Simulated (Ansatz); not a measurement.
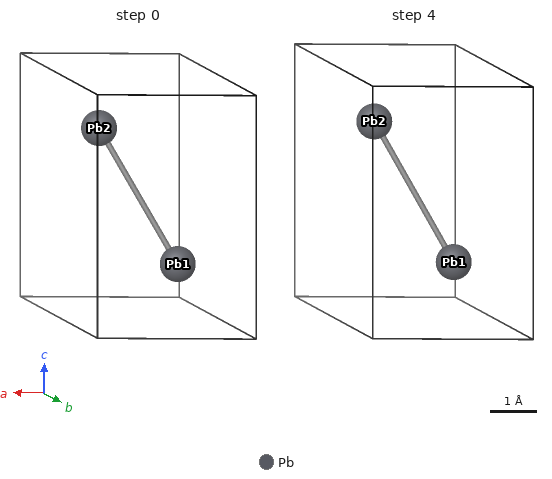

The structure of crystalline Pb (set up in P6_3/mmc) before (left) and after (right) a relaxation, at one scale.

Style: ball-and-stick. Shown: the cell of the calculation, from a free direction.

Method: DFT r2SCAN, scalar-relativistic, plane waves, PAW in Ansatz. Set-up: plane-wave cutoff 500 eV; k-point mesh 15 × 15 × 8; occupations gaussian; smearing width 0.1 eV; no spin polarisation; cell and atoms relaxed; force threshold 0.005 eV/Å; at most 80 steps.

### Describe what moved and what it gained.

The atoms keep their places relative to the cell (all moves are under 0.005 Å). Cell: a = b 3.480 → 3.514 Å (+1.0 %), c 5.590 → 5.797 Å (+3.7 %). Volume +5.7 %. Some distances before and after: Pb1–Pb2 3.442 → 3.538 Å, Pb1–Pb1 3.480 → 3.514 Å. The space group stays P6_3/mmc (No. 194). After 3 accepted moves (4 points after the start) the energy has fallen by 35.8 meV per cell of the calculation. All forces vanish by symmetry, so only the cell relaxes. Pressure: 2.95 GPa at the start and 0.01 GPa at the end. At 1 point the geometry stayed and the basis and grid were re-selected for the new cell (energy shift of 0.1 meV per cell of the calculation at most each time). The run took about 100 core-seconds on a shared host.
